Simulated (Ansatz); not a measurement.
Consider MgO.

```cif
data_structure
_symmetry_space_group_name_H-M 'P 1'
_symmetry_Int_Tables_number 1
_cell_length_a 3.4841
_cell_length_b 3.4841
_cell_length_c 4.0840
_cell_angle_alpha 90.000
_cell_angle_beta 90.000
_cell_angle_gamma 120.000
_cell_volume 42.93
loop_
_atom_site_label
_atom_site_type_symbol
_atom_site_fract_x
_atom_site_fract_y
_atom_site_fract_z
_atom_site_occupancy
Mg1 Mg 0.66667 0.33333 0.75000 1
Mg2 Mg 0.33333 0.66667 0.25000 1
O1 O 0.66667 0.33333 0.25000 1
O2 O 0.33333 0.66667 0.75000 1
```

Space group P6₃/mmc; a structure from a database of computed crystals, not necessarily the ambient phase; started from the database structure prototype, which need not be the ambient phase; changed on purpose from its base cell (uniaxial z strain -2.4%); computed pressure about 4 GPa in this cell.

Theory: DFT, r2SCAN, plane waves, PAW (Ansatz 0.2.0).

Q: What will maps of the valence pseudo-density and electron localisation function show?

A: Mg–O (2.01 Å): the density is about 0.41 e/Å³ at the midpoint; the ELF peaks at about 0.85 in the valence shell of O, 0.7 Å from its nucleus, and is about 0.35 at the midpoint: a largely ionic contact.

Q: Metal or insulator at this level of theory?

A: It is gapped, with a Kohn–Sham gap of 4.2 eV on the k-point mesh, an upper bound to the gap of this method.

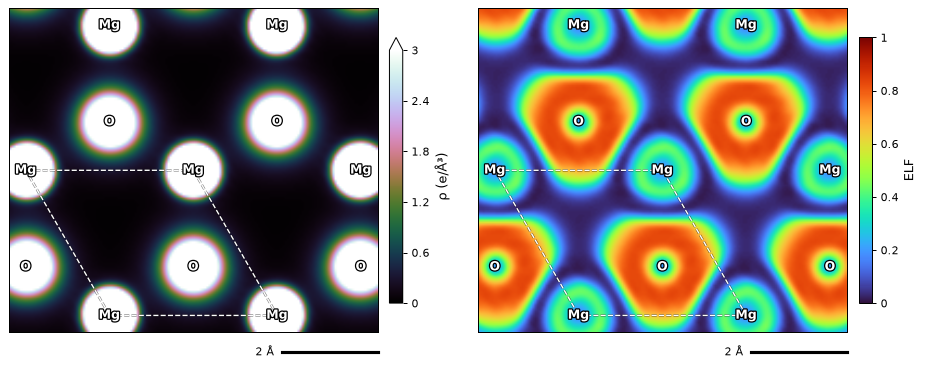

Computed valence pseudo-density and electron localisation function on the (001) plane of the conventional cell, in this order. 

Core electrons are frozen (PAW), and the valence fields are smoothed inside the atomic spheres.
